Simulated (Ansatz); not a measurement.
Single-point calculation, with input and output: CuO (part 1 of 2)

The run: single-point calculation of CuO (4 atoms in the cell). Method and program: DFT LDA+U, non-collinear, scalar-relativistic, plane waves, PAW, Ueff = 5 eV on Cu atom 1 d; Ueff = 5 eV on Cu atom 2 d (Ansatz 0.2.0).

The structure derives from an entry of the Crystallography Open Database. The run did not end well. It belongs to a series of runs on one base structure; here: canted directions free. Figures and captions count atoms from 1; the log counts them from 0 in places.

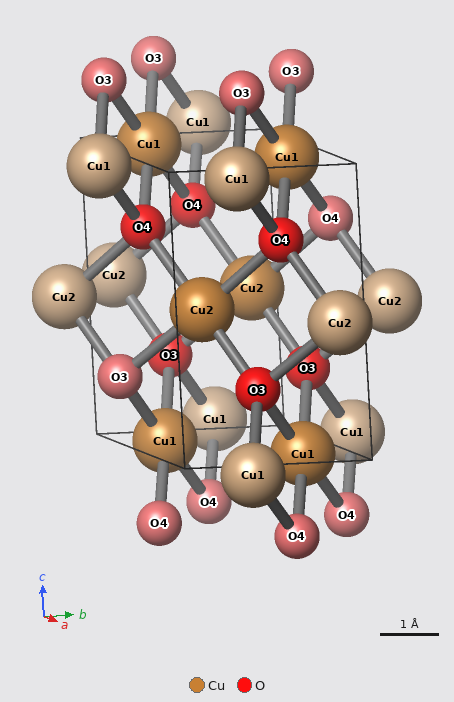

*The structure as given in the input (ball-and-stick view of the cell 2 times as large as that of the calculation, set on its symmetry axes, seen slightly off an axis; neighbours outside the cell are drawn fainter; atoms are numbered from 1 in the order of the input).*

### Input file
```yaml
crystal:
  lattice:
    - [2.34464976, -1.71339982, 0.0]
    - [2.34464976, 1.71339982, 0.0]
    - [-0.86054991, 0.0, 5.05943948]
  atoms:
    - { symbol: Cu, position: [0.0032, 0.4968, 0.0], spin: 1.0, spin_axis: [0.0, 0.0, 1.0] }
    - { symbol: Cu, position: [0.4968, 0.0032, 0.5], spin: 1.0, spin_axis: [0.866025, 0.0, -0.5] }
    - { symbol: O, position: [0.5714, 0.4056, 0.2537] }
    - { symbol: O, position: [0.4056, 0.5714, 0.7537] }
basis:
  ecutwfc: 420
  ecutrho_ratio: 4
kpoints:
  mp_grid: { grid: [7, 7, 4] }
hamiltonian:
  xc: lda
  hubbard:
    sites:
      - { site: 0, l: d, u_eff: 5.0, starting_ns: [{ occupation_matrix: s0 }] }
      - { site: 1, l: d, u_eff: 5.0, starting_ns: [{ occupation_matrix: s1 }] }
    occupation_matrices:
      s0:
        spinor_matrix:
          - [[0.97, 0.0], [0.0, 0.0], [0.0, 0.0], [0.0, 0.0], [0.0, 0.0], [0.0, 0.0], [0.0, 0.0], [0.0, 0.0], [0.0, 0.0], [0.0, 0.0]]
          - [[0.0, 0.0], [0.97, 0.0], [0.0, 0.0], [0.0, 0.0], [0.0, 0.0], [0.0, 0.0], [0.0, 0.0], [0.0, 0.0], [0.0, 0.0], [0.0, 0.0]]
          - [[0.0, 0.0], [0.0, 0.0], [0.97, 0.0], [0.0, 0.0], [0.0, 0.0], [0.0, 0.0], [0.0, 0.0], [0.0, 0.0], [0.0, 0.0], [0.0, 0.0]]
          - [[0.0, 0.0], [0.0, 0.0], [0.0, 0.0], [0.97, 0.0], [0.0, 0.0], [0.0, 0.0], [0.0, 0.0], [0.0, 0.0], [0.0, 0.0], [0.0, 0.0]]
          - [[0.0, 0.0], [0.0, 0.0], [0.0, 0.0], [0.0, 0.0], [0.97, 0.0], [0.0, 0.0], [0.0, 0.0], [0.0, 0.0], [0.0, 0.0], [0.0, 0.0]]
          - [[0.0, 0.0], [0.0, 0.0], [0.0, 0.0], [0.0, 0.0], [0.0, 0.0], [0.96984, 0.0], [0.00963, 0.0], [-0.00691, 0.0], [0.00316, 0.0], [0.00139, 0.0]]
          - [[0.0, 0.0], [0.0, 0.0], [0.0, 0.0], [0.0, 0.0], [0.0, 0.0], [0.00963, 0.0], [0.39229, 0.0], [0.41476, 0.0], [-0.18961, 0.0], [-0.08369, 0.0]]
          - [[0.0, 0.0], [0.0, 0.0], [0.0, 0.0], [0.0, 0.0], [0.0, 0.0], [-0.00691, 0.0], [0.41476, 0.0], [0.67222, 0.0], [0.13613, 0.0], [0.06009, 0.0]]
          - [[0.0, 0.0], [0.0, 0.0], [0.0, 0.0], [0.0, 0.0], [0.0, 0.0], [0.00316, 0.0], [-0.18961, 0.0], [0.13613, 0.0], [0.90777, 0.0], [-0.02747, 0.0]]
          - [[0.0, 0.0], [0.0, 0.0], [0.0, 0.0], [0.0, 0.0], [0.0, 0.0], [0.00139, 0.0], [-0.08369, 0.0], [0.06009, 0.0], [-0.02747, 0.0], [0.95788, 0.0]]
      s1:
        spinor_matrix:
          - [[0.96988, 0.0], [0.00722, 0.0], [0.00518, 0.0], [0.00237, 0.0], [-0.00105, 0.0], [7.0e-05, 0.0], [-0.00417, 0.0], [-0.00299, 0.0], [-0.00137, 0.0], [0.0006, 0.0]]
          - [[0.00722, 0.0], [0.53672, 0.0], [-0.31107, 0.0], [-0.1422, 0.0], [0.06277, 0.0], [-0.00417, 0.0], [0.25015, 0.0], [0.1796, 0.0], [0.0821, 0.0], [-0.03624, 0.0]]
          - [[0.00518, 0.0], [-0.31107, 0.0], [0.74667, 0.0], [-0.1021, 0.0], [0.04507, 0.0], [-0.00299, 0.0], [0.1796, 0.0], [0.12894, 0.0], [0.05894, 0.0], [-0.02602, 0.0]]
          - [[0.00237, 0.0], [-0.1422, 0.0], [-0.1021, 0.0], [0.92333, 0.0], [0.0206, 0.0], [-0.00137, 0.0], [0.0821, 0.0], [0.05894, 0.0], [0.02695, 0.0], [-0.01189, 0.0]]
          - [[-0.00105, 0.0], [0.06277, 0.0], [0.04507, 0.0], [0.0206, 0.0], [0.96091, 0.0], [0.0006, 0.0], [-0.03624, 0.0], [-0.02602, 0.0], [-0.01189, 0.0], [0.00525, 0.0]]
          - [[7.0e-05, 0.0], [-0.00417, 0.0], [-0.00299, 0.0], [-0.00137, 0.0], [0.0006, 0.0], [0.96996, 0.0], [0.00241, 0.0], [0.00173, 0.0], [0.00079, 0.0], [-0.00035, 0.0]]
          - [[-0.00417, 0.0], [0.25015, 0.0], [0.1796, 0.0], [0.0821, 0.0], [-0.03624, 0.0], [0.00241, 0.0], [0.82557, 0.0], [-0.10369, 0.0], [-0.0474, 0.0], [0.02092, 0.0]]
          - [[-0.00299, 0.0], [0.1796, 0.0], [0.12894, 0.0], [0.05894, 0.0], [-0.02602, 0.0], [0.00173, 0.0], [-0.10369, 0.0], [0.89556, 0.0], [-0.03403, 0.0], [0.01502, 0.0]]
          - [[-0.00137, 0.0], [0.0821, 0.0], [0.05894, 0.0], [0.02695, 0.0], [-0.01189, 0.0], [0.00079, 0.0], [-0.0474, 0.0], [-0.03403, 0.0], [0.95444, 0.0], [0.00687, 0.0]]
          - [[0.0006, 0.0], [-0.03624, 0.0], [-0.02602, 0.0], [-0.01189, 0.0], [0.00525, 0.0], [-0.00035, 0.0], [0.02092, 0.0], [0.01502, 0.0], [0.00687, 0.0], [0.96697, 0.0]]
    ns_hold: { iters: 8 }
scf:
  occupations: { method: gaussian, width: 0.05 }
  lower_state_search: "off"
  max_iter: 150
output:
  forces: true
  stress: true
  eigenvalues: true
  populations: true
  hubbard: { sites: [{ site: 0, l: d }, { site: 1, l: d }] }
  write_density: true
  write_potential: true
  elf: true
  volumetric_format: npy
magnetization:
  noncollinear: true
  spin_orbit: false
```

Machine: 2 threads of Arm Neoverse V2, 24 GiB of memory available, shared host.

Command:
```bash
ansatz run input.yaml --threads 2 --pin off --max-ram 3072MiB --backend cpu --events-out ev --progress --plain --runs-dir out
```

### The program's output
```
Cu: projections on atomic orbitals take those of the free atom [Ne] 3s2 3p6 3d10 4s1, of charge +0.00 (hamiltonian.pseudopotentials.projection_atoms); the dataset's partial waves leave at most 2.0e-6 of an orbital's norm unspanned inside its sphere
O: projections on atomic orbitals take those of the free atom [He] 2s2 2p4, of charge +0.00 (hamiltonian.pseudopotentials.projection_atoms); the dataset's partial waves leave at most 1.9e-8 of an orbital's norm unspanned inside its sphere
Engine: ansatz 0.2.0, aarch64-unknown-linux-gnu
Pseudopotentials: kind: paw
Pseudopotential: Cu, paw, valence charge 19, recommended cutoff 420 eV (normal), Cu.paw.azcp
Pseudopotential: O, paw, valence charge 6, recommended cutoff 420 eV (normal), O.paw.azcp
Functional definition: SPW92
  exchange = slater_x
  correlation = pw_c
Crystal: 4 atoms, lattice volume = 40.651 Å³
Basis set: ecut = 420 eV, 789 PW (Γ)
Bands: 60, of which v1, the nominal top of the filled ones, is band 50 counted from 1 (49 counted from 0)
Symmetry: 1 space group operations
Magnetic group: BNS 1.1 (UNI 1), of the structure as read, at distance tolerance 3.4e-5 Å
k-points: 196
Non-local potential: Cu, projectors of the file, l = 0: 3, l = 1: 2, l = 2: 3, l = 3: 1
Non-local potential: O, projectors of the file, l = 0: 2, l = 1: 2, l = 2: 1
PAW form: soft (Blöchl's): semilocal exchange-correlation on the pseudo side does not see the compensation charge
PAW frozen core: Cu, regenerated for the run's functional, and the local potential with it (the file was generated under x = pbe(κ = 0.804, μ = 0.2195149727645171), c = pbe(β = 0.06672455060314922))
PAW frozen core: O, regenerated for the run's functional, and the local potential with it (the file was generated under x = pbe(κ = 0.804, μ = 0.2195149727645171), c = pbe(β = 0.06672455060314922))
PAW one-centre angular grid: Cu, 590 points (default); XC on 64 Gauss nodes
PAW one-centre angular grid: O, 110 points (default); XC on 64 Gauss nodes
Initial density: superposition of atomic densities (chi_scale 0.1, normalization cell, long waves kept (reshape's long-wave potential 0.00 eV rms))
Starting moments: Σ|m| = 2 μB on 2 of 4 sites
Initial wavefunctions: pseudopotential atomic-orbital guess
Functional: x = slater, c = lda
iter 1 solved again at ethr=2.52e-3 eV; its pass at ethr=3.10e-3 eV (dr2=1.26e0 eV) is discarded
```
